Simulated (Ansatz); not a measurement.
**Two runs on Rh**

System: Rh (2 atoms in the cell).
Method of the first run: DFT PBE, scalar-relativistic, plane waves, PAW, no spin polarisation (Ansatz 0.2.0).

The structure derives from a Materials Project entry. Text and figures count atoms from 1; the logs count them from 0 in places.

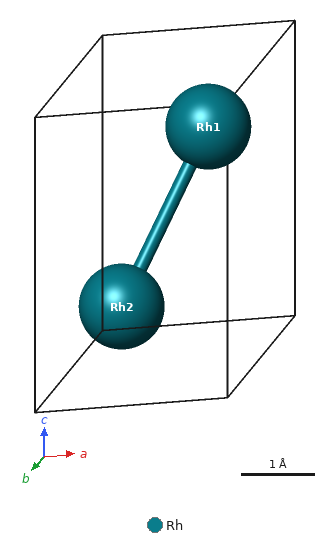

Figure 1. The structure as given in the input (ball-and-stick view of the cell of the calculation, seen at an oblique angle; atoms are numbered from 1 in the order of the input). Near neighbours in the crystal (not all of them lie inside the picture): Rh has 12 Rh at 2.68 to 2.74 Å.

The input, the first run:
```yaml
crystal:
  lattice:
    - [2.6808332253, 0.0, 0.0]
    - [-1.3404166126, 2.3216696764, 0.0]
    - [0.0, 0.0, 4.5298124111]
  atoms:
    - { symbol: Rh, position: [0.6666666667, 0.3333333333, 0.75] }
    - { symbol: Rh, position: [0.3333333333, 0.6666666667, 0.25] }
basis:
  ecutwfc: 420
kpoints:
  mp_grid: { grid: [30, 30, 16] }
hamiltonian:
  xc: pbe
scf:
  occupations: { method: gaussian, width: 0.15 }
output:
  forces: true
  stress: true
  eigenvalues: true
```

Launched with:
```bash
ansatz run input.yaml --threads 1 --pin off --max-ram 2560MiB --backend cpu --events-out ev --progress --plain --runs-dir out
```

Hardware: 1 thread of Intel Xeon Gold (Sapphire Rapids), 64 GiB of memory available, shared host.

Output, shortened to warnings, some set-up lines, iterations and results (the first run):
```
Basis set: ecut = 420 eV, 549 PW (Γ), exchange–correlation on 36×36×64 points (8 copies of the dense FFT grid, shifted against one another)
Symmetry: 24 space group operations
k-points: 819 of 14400
Initial density: superposition of atomic densities (neutral atoms: chi_scale 0, normalization atom), corrected by the library's trained network
[...]
SCF iter   1: F=—  HF=-12805.686057 eV  |F-HF|=—  |Δ(HF+E_count)|=         —  Δρ=7.28e-3  dr2=2.38e-3  ethr=1.77e-3  ⟨swp⟩=4.6  Hψ=64806  notcnv=0
SCF iter   2: F=—  HF=-12805.688447 eV  |F-HF|=—  |Δ(HF+E_count)|=   2.39e-3  Δρ=4.00e-3  dr2=7.76e-4  ethr=6.99e-6  ⟨swp⟩=2.0  Hψ=31144  notcnv=0
SCF iter   3: F=—  HF=-12805.688984 eV  |F-HF|=—  |Δ(HF+E_count)|=   5.37e-4  Δρ=3.59e-4  dr2=1.41e-5  ethr=2.28e-6  ⟨swp⟩=2.1  Hψ=23003  notcnv=0
SCF iter   4: F=—  HF=-12805.688998 eV  |F-HF|=—  |Δ(HF+E_count)|=   1.40e-5  Δρ=1.44e-4  dr2=1.73e-6  ethr=4.14e-8  ⟨swp⟩=2.3  Hψ=26810  notcnv=0
SCF iter   5: F=-12805.688999 eV  HF=-12805.688999 eV  |F-HF|=7.48e-9  |Δ(HF+E_count)|=   1.26e-6  Δρ=1.75e-5  dr2=5.50e-8  ethr=5.09e-9  ⟨swp⟩=2.0  Hψ=24149  notcnv=0
SCF iter   6: F=-12805.688999 eV  HF=-12805.688999 eV  |F-HF|=1.63e-9  |Δ(HF+E_count)|=   9.78e-9  Δρ=4.30e-6  dr2=3.33e-9  ethr=1.62e-10  ⟨swp⟩=2.0  Hψ=63267  notcnv=0
SCF 1 converged in 6 iterations: F = -12805.688999 eV  dr2 = 3.33e-9
SCF converged after 6 iterations
Free energy (F): -12805.688999 eV
Harris-Foulkes:  -12805.688999 eV  (|F-HF|=1.63e-9)
Internal energy: -12805.650871 eV  (E = F + TS)
E sigma→0 (E₀):  -12805.669935 eV
Entropy (-TS):   -0.038128 eV (-19.064 meV/atom)
Fermi energy:    21.739867 eV
--- Per-component energies (eV) ---
  E_band       = -190.701087
  E_kinetic    = 1145.743504
  E_local      = -3190.667174  (includes V_loc(G=0)·N_el)
  E_nonlocal   = 709.369936
  E_hartree    = 1121.847479
  E_xc         = -443.442866
  E_vxc        = -556.655141  (∫ρ·V_xc dr)
  E_paw        = -7173.828228  (= ΣΔE_a)
  E_vpaw       = -542.191769  (= ΣTr[D̂ρ^β])
  E_aug_tail   = 0.001712  (compensation charges beyond the density's cutoff)
  E_ewald      = -4974.675234
  E_smearing   = -0.038128  (= −TS)
  E_closure    = -0.000000  (closes the sum)
  Σ components = -12805.688999   (vs F -12805.688999, Δ=0.00e0)
--- Forces (eV/Å), atoms counted from 1 ---
  atom   1  Rh    -0.00000000     0.00000000     0.00000000
  atom   2  Rh     0.00000000    -0.00000000    -0.00000000
  max |Σ_I F_I| component: 9.25e-18 eV/Å
--- Stress (GPa, compression-positive) ---
        4.387172      -0.000000      -0.000000
       -0.000000       4.387172      -0.000000
       -0.000000      -0.000000      -7.204107
  P = ⅓ Tr σ = 0.5234 GPa (5.234 kbar)
```

The input of the second run differs as follows (lines with − go, lines with + come):
```diff
-    - { symbol: Rh, position: [0.6666666667, 0.3333333333, 0.75] }
-    - { symbol: Rh, position: [0.3333333333, 0.6666666667, 0.25] }
+    - { symbol: Rh, position: [0.6666666667, 0.3333333333, 0.75], spin: 0.2 }
+    - { symbol: Rh, position: [0.3333333333, 0.6666666667, 0.25], spin: 0.2 }
+  pseudopotentials: { kind: nc }
+magnetization:
+  spin_polarized: true
```

How does the second run compare with the first run?

The total energies belong to different models, so their difference says nothing on which is more stable or more accurate. The pressure goes from 0.52 to 2.21 GPa. With spin allowed, the absolute moment of the cell comes to 0.00 μB. The SCF takes 15 iterations against 6. On the same kind of shared host the second run took about 4.6 times as long. The two runs start from different initial densities, which also moves the count.

Output, shortened to warnings, some set-up lines, iterations and results (the second run):
```
Warning: basis.ecutwfc = 420 eV is below the records' recommended 1197.300995 eV, and the density's cutoff is lower with it unless basis.ecutrho_ratio is high enough to keep the records' density cutoff: compare with a run at a higher cutoff
WARN: the starting moments were not kept: the SCF closed with an absolute magnetisation of 1.0e-5 μB, where they sum to 0.4 μB in size (2 sites). That is at most 0.1 of that sum. Measured as dr2_m measures the in/out step, that magnetisation stands 3.5e-11 eV from none, at or under the dr2_threshold of 1.0e-7 eV: it is no larger than a step whose dr2_m would equal this threshold. The system may …
Basis set: ecut = 420 eV, 549 PW (Γ), exchange–correlation on 36×36×64 points (8 copies of the dense FFT grid, shifted against one another)
Symmetry: 24 space group operations
k-points: 819 of 14400
Initial density: superposition of atomic densities (chi_scale 0.1, normalization cell)
[...]
SCF iter   1: F=—  HF=-6352.086580 eV  |F-HF|=—  |Δ(HF+E_count)|=         —  Δρ=1.47e-1 (↑1.47e-1 ↓1.32e-1)  dr2=1.28e1  dr2_m=2.30e-2  M=0.153 μB ∫|m|=0.156 μB  β_m=0.30  …
SCF iter   2: F=—  HF=-6349.455002 eV  |F-HF|=—  |Δ(HF+E_count)|=    2.63e0  Δρ=9.44e-2 (↑9.44e-2 ↓8.36e-2)  dr2=4.95e0  dr2_m=1.24e-2  M=0.139 μB ∫|m|=0.144 μB  β_m=0.30  …
SCF iter   3: F=—  HF=-6348.009633 eV  |F-HF|=—  |Δ(HF+E_count)|=    1.45e0  Δρ=1.87e-2 (↑1.75e-2 ↓1.87e-2)  dr2=4.71e-2  dr2_m=5.57e-3  M=0.137 μB ∫|m|=0.142 μB  β_m=0.30  …
SCF iter   4: F=—  HF=-6348.025133 eV  |F-HF|=—  |Δ(HF+E_count)|=   1.55e-2  Δρ=1.28e-2 (↑1.24e-2 ↓1.28e-2)  dr2=2.09e-2  dr2_m=3.79e-3  M=0.119 μB ∫|m|=0.125 μB  β_m=0.30  …
SCF iter   5: F=—  HF=-6348.047159 eV  |F-HF|=—  |Δ(HF+E_count)|=   2.20e-2  Δρ=3.82e-3 (↑3.82e-3 ↓3.28e-3)  dr2=1.52e-3  dr2_m=2.60e-3  M=0.104 μB ∫|m|=0.110 μB  β_m=0.30  …
[... 6 lines ...]
SCF iter  12: F=—  HF=-6348.048699 eV  |F-HF|=—  |Δ(HF+E_count)|=   1.25e-4  Δρ=4.93e-5 (↑4.93e-5 ↓4.93e-5)  dr2=2.86e-9  dr2_m=6.27e-7  M=0.002 μB ∫|m|=0.002 μB  β_m=0.89  …
SCF iter  13: F=—  HF=-6348.049652 eV  |F-HF|=—  |Δ(HF+E_count)|=   9.53e-4  Δρ=2.17e-5 (↑1.53e-5 ↓2.17e-5)  dr2=7.61e-8  dr2_m=6.75e-9  M=0.000 μB ∫|m|=0.000 μB  β_m=0.94  …
SCF iter  14: F=—  HF=-6348.049652 eV  |F-HF|=—  |Δ(HF+E_count)|=   6.58e-9  Δρ=4.97e-6 (↑2.52e-6 ↓4.97e-6)  dr2=2.74e-9  dr2_m=8.86e-10  M=0.000 μB ∫|m|=0.000 μB  β_m=0.97  …
SCF iter  15: F=-6348.049652 eV  HF=-6348.049652 eV  |F-HF|=5.09e-11  |Δ(HF+E_count)|=   1.65e-9  Δρ=1.06e-6 (↑1.06e-6 ↓7.58e-7)  dr2=1.81e-10  dr2_m=1.81e-11  M=-0.000 μB …
SCF 1 converged in 15 iterations: F = -6348.049652 eV  dr2 = 1.81e-10
SCF converged after 15 iterations
Magnetization: -0.0000 μB (17.0000 up, 17.0000 down)
Absolute magnetization: 0.0000 μB (∫|ρ↑−ρ↓|)
Spin contamination: 0.0000 ħ² per cell (⟨S²⟩ above its minimum at these occupations)
Per-site moments (μB) at R_I (Å): [(-4.832307593491903e-6, 1.1058437054316843), (-4.832307593749634e-6, 1.1058437054316843)]
Free energy (F): -6348.049652 eV
Harris-Foulkes:  -6348.049652 eV  (|F-HF|=5.09e-11)
Internal energy: -6348.018260 eV  (E = F + TS)
E sigma→0 (E₀):  -6348.033956 eV
Entropy (-TS):   -0.031392 eV (-15.696 meV/atom)
Fermi energy:    22.543165 eV
--- Per-component energies (eV) ---
  E_band       = -196.533408
  E_kinetic    = 2029.217062
  E_local      = -4059.379706  (includes V_loc(G=0)·N_el)
  E_nonlocal   = 678.674585
  E_hartree    = 999.330720
  E_xc         = -1021.185687
  E_vxc        = -843.706612  (∫ρ·V_xc dr)
  E_ewald      = -4974.675234
  E_smearing   = -0.031392  (= −TS)
  E_closure    = 0.000000  (closes the sum)
  Σ components = -6348.049652   (vs F -6348.049652, Δ=0.00e0)
--- Forces (eV/Å), atoms counted from 1 ---
  atom   1  Rh     0.00000000    -0.00000000     0.00000000
  atom   2  Rh    -0.00000000     0.00000000    -0.00000000
  max |Σ_I F_I| component: 0.00e0 eV/Å
--- Stress (GPa, compression-positive) ---
        9.152001      -0.000000       0.000000
       -0.000000       9.152001       0.000000
        0.000000       0.000000     -11.677117
  P = ⅓ Tr σ = 2.2090 GPa (22.090 kbar)
```

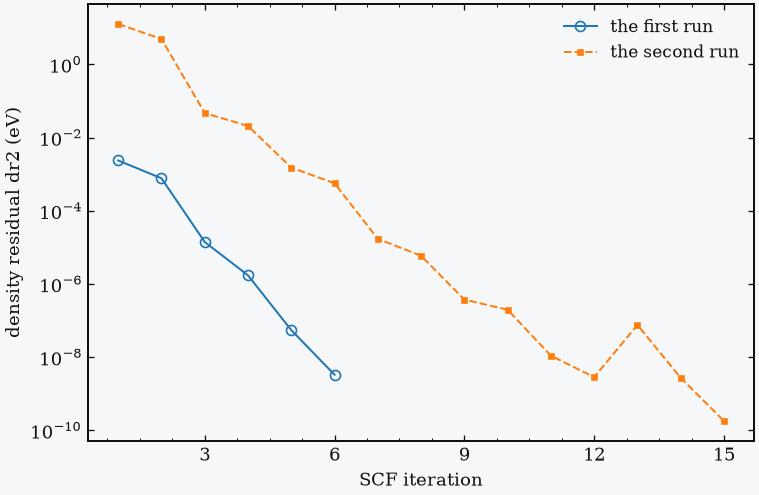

Figure 2. Convergence of the two runs: density residual dr2 against the SCF iteration. The first run takes 6 iterations in all, and the second run takes 15.

The two runs side by side:

| quantity | the first run | the second run |
| --- | --- | --- |
| outcome | converged | converged |
| free energy per atom (eV) | −6402.8445 | −3174.0248 |
| energy per atom, smearing taken to zero (eV) | −6402.8350 | −3174.0170 |
| gap on the mesh (eV) | 0.00 | 0.00 |
| pressure (GPa) | 0.52 | 2.21 |
| largest force (eV/Å) | 0.000 | 0.000 |
| SCF iterations | 6 | 15 |
| irreducible k-points | 819 | 819 |
| plane waves at Γ | 549 | 549 |
| net moment of the cell (μB) | – | 0.00 |
| absolute moment of the cell (μB) | – | 0.00 |
| wall time (shared host) | 9.8 s | 45 s |

For the second run: These settings are looser than, or depart from, a standard set-up, so the numbers are not reference values for this system. Warnings: the cutoff is below the recommended one; some starting moments were not kept.
